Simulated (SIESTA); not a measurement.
# AlNi₃: 7 runs along one coordinate

System: AlNi₃ (4 atoms in the cell).
Method: Kohn-Sham DFT of a periodic cell, LDA, PseudoDojo 0.4 standard, converted to PSML, spin-polarised (SIESTA 5.4.2).

The 7 runs differ only in the geometry, by an even scaling of the cell at fixed fractional positions. The structure derives from a Materials Project entry.

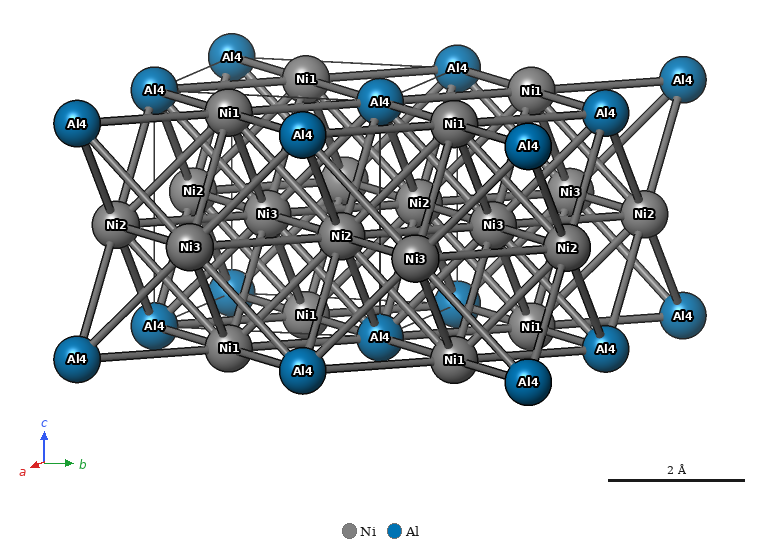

Figure 1. The structure of run 4 (ball-and-stick view of the cell of the calculation, repeated 2 × 2 × 1, seen slightly off an axis; atoms are numbered from 1 in the order of the input). An atom can appear more than once, as a periodic image.

## Input of run 4
```
SystemName                      AlNi3
SystemLabel                     AlNi3
NumberOfSpecies                 2
NumberOfAtoms                   4
%block ChemicalSpeciesLabel
  1  28 Ni
  2  13 Al
%endblock ChemicalSpeciesLabel

LatticeConstant                 1.0 Ang
%block LatticeVectors
     3.5230547267     0.0000000000     0.0000000000
     0.0000000000     3.5230547267     0.0000000000
     0.0000000000     0.0000000000     3.5230547267
%endblock LatticeVectors
AtomicCoordinatesFormat         Fractional
%block AtomicCoordinatesAndAtomicSpecies
     0.5000000000     0.5000000000     0.0000000000  1  Ni
     0.5000000000     0.0000000000     0.5000000000  1  Ni
     0.0000000000     0.5000000000     0.5000000000  1  Ni
     0.0000000000     0.0000000000     0.0000000000  2  Al
%endblock AtomicCoordinatesAndAtomicSpecies

%block kgrid.MonkhorstPack
    6   0   0  0.0
    0   6   0  0.0
    0   0   6  0.0
%endblock kgrid.MonkhorstPack
XC.Functional                   LDA
XC.Authors                      PW92
PAO.BasisSize                   DZP
PAO.EnergyShift                 0.003 Ry
Mesh.Cutoff                     800 Ry
Spin                            polarized
%block DM.InitSpin
    1   1.000
    2   1.000
    3   1.000
    4   0.000
%endblock DM.InitSpin
OccupationFunction              FD
ElectronicTemperature           0.05 eV
MaxSCFIterations                200
SCF.MustConverge                false
SCF.Mixer.Method                Pulay
SCF.Mixer.Weight                0.1
SCF.Mixer.History               10
SCF.DM.Tolerance                5.0e-05
SCF.H.Tolerance                 1.0e-03 eV
WriteForces                     true
Charge.Mulliken                 end
%block PAO.Basis
  Ni 5
  n=3 0 2
    2.442 0.000
  n=4 0 2
    7.025 0.000
  n=3 1 2
    2.721 0.000
  n=4 1 1
    7.025
  n=3 2 2
    4.458 0.000
%endblock PAO.Basis
```

Command:
```bash
siesta AlNi3.fdf > AlNi3.out 2>&1
```

Run 2 differs from it as follows:
```diff
-     3.5230547267     0.0000000000     0.0000000000
-     0.0000000000     3.5230547267     0.0000000000
-     0.0000000000     0.0000000000     3.5230547267
+     3.4754400422     0.0000000000     0.0000000000
+     0.0000000000     3.4754400422     0.0000000000
+     0.0000000000     0.0000000000     3.4754400422
```

## Results, with one run withheld

```csv
run,volume per atom (Å³),"free energy per atom, from the lowest run given (meV)",pressure (GPa)
1,10.276,0.00,4.62
2,10.495,?,?
3,10.713,0.26,−4.63
4,10.932,9.43,−8.59
5,11.151,23.38,−11.95
6,11.369,41.80,−14.99
7,11.588,64.11,−17.63
```

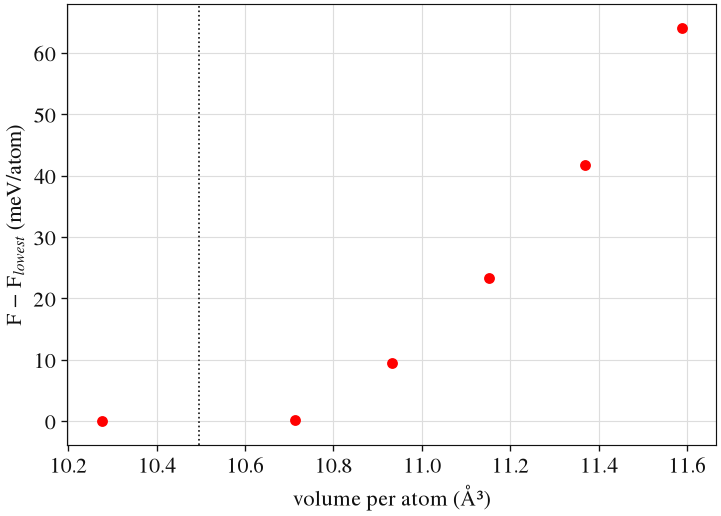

Figure 2. Free energy per atom of the runs given; the dotted line marks run 2.

Estimate the energy of run 2 from the others.

A cubic polynomial in V^(−2/3) (the Birch–Murnaghan form), fitted to the 6 runs given, misses them by at most 0.07 meV per atom. With x = V^(−2/3) − 0.20230 Å⁻², it reads F = 12.636 − 4828.9 x + 3.6418e+05 x² + 1.0459e+06 x³ (meV per atom). At run 2 it gives −3.07 meV per atom, and the run itself gives −2.95. The slope of the fit gives a pressure −dF/dV of −0.22 GPa there, and the run prints −0.16 GPa. The two needn't agree exactly: the fit is approximate, and the printed stress is taken on a finite basis. The fit has its minimum at 10.485 Å³ per atom, where V d²F/dV² gives 228 GPa: the bulk modulus at this level, since symmetry fixes the shape and the positions.

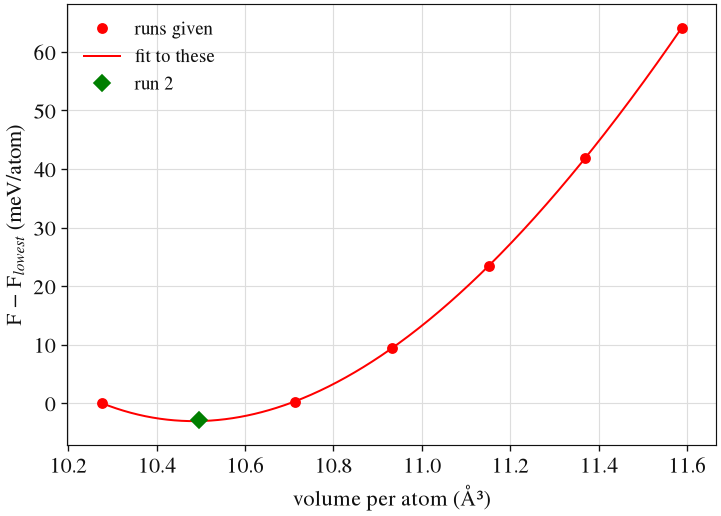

Figure 3. The fit and the withheld run.

## Some lines of the output (run 2)
```
[...]
outcell: Cell volume (Ang**3)        :     41.9787
stepf: Fermi-Dirac step function
siesta: Etot    =    -13743.681598
siesta: FreeEng =    -13743.703001
        iscf     Eharris(eV)        E_KS(eV)     FreeEng(eV)     dDmax    Ef(eV) dHmax(eV)
siesta: E_KS(eV) =           -13752.2215
siesta: E_KS - E_eggbox =    -13752.2215
siesta: Etot    =    -13752.221474
siesta: FreeEng =    -13752.259667
siesta:         Fermi =      -6.472734
siesta: Cell volume =         41.978740 Ang**3
    Orbital volume contribution        =           4.025196 eV
```

Notes: Points of doubt noted for this run: mulliken charges of long orbitals. With a small basis of atomic orbitals these values can differ much from converged plane-wave results.
